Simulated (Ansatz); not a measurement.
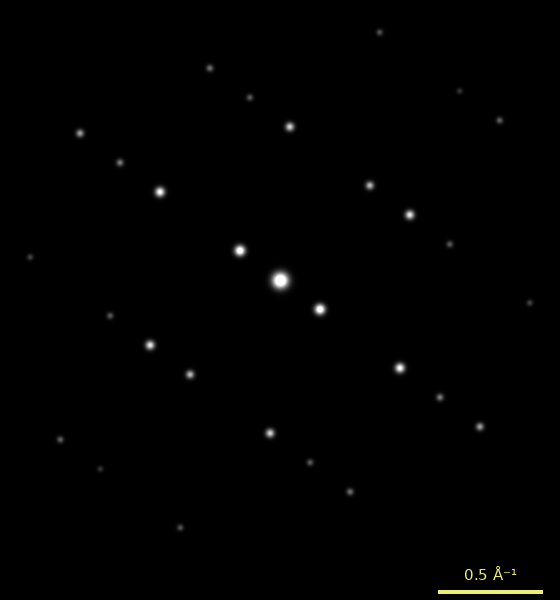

Simulated selected-area electron diffraction pattern (200 kV, kinematic approximation, thin crystal, B = 0.3 Å² for all atoms).

It belongs to B, space group R-3m (No. 166), a = 4.900 Å, c = 12.544 Å (hexagonal axes). Structure: coordinates from a relaxation at fixed volume with DFT PBE, spin-orbit coupling, plane waves, PAW (Ansatz).

```cif
data_structure
_symmetry_space_group_name_H-M 'R-3m:H'
_symmetry_Int_Tables_number 166
_cell_length_a 4.8996
_cell_length_b 4.8996
_cell_length_c 12.5443
_cell_angle_alpha 90.000
_cell_angle_beta 90.000
_cell_angle_gamma 120.000
_cell_volume 260.79
loop_
_atom_site_label
_atom_site_type_symbol
_atom_site_symmetry_multiplicity
_atom_site_Wyckoff_symbol
_atom_site_fract_x
_atom_site_fract_y
_atom_site_fract_z
_atom_site_occupancy
B1 B 18 h 0.78542 0.21458 0.22487 1
B2 B 18 h 0.19673 0.80327 0.02423 1
```

### Which low-index zone axis gives this pattern?

The spots form an oblique net whose two shortest vectors correspond to d = 4.18 Å and 1.59 Å, 82.7° apart. They index as 0 0 3 and 1 -3 1, so the zone axis is [310] (or an equivalent direction of <310>). The zone [101] gives nearly the same net, so geometry alone does not settle it; this pattern was computed for [310].

### Which reflections of this zone are missing, and why?

The lattice centring (R) removes all reflections that break −h + k + l = 3n; reflections such as 0 0 6, 1 -3 -2, 1 -3 10 are allowed but too weak to see at this display level.

### List the strongest reflections.

Strongest reflections with d > 0.80 Å, one of each family (|F|² from tabulated Gaussian fits of the electron scattering factors, times a small damping for the curvature of the Ewald sphere):

```json
{"hkl": "0 0 3", "d (Å)": "4.181", "I (strongest = 100)": "100"}
{"hkl": "0 0 9", "d (Å)": "1.394", "I (strongest = 100)": "57"}
{"hkl": "1 -3 4", "d (Å)": "1.428", "I (strongest = 100)": "38"}
{"hkl": "1 -3 -5", "d (Å)": "1.351", "I (strongest = 100)": "27"}
{"hkl": "1 -3 1", "d (Å)": "1.591", "I (strongest = 100)": "17"}
{"hkl": "0 0 15", "d (Å)": "0.836", "I (strongest = 100)": "10"}
```
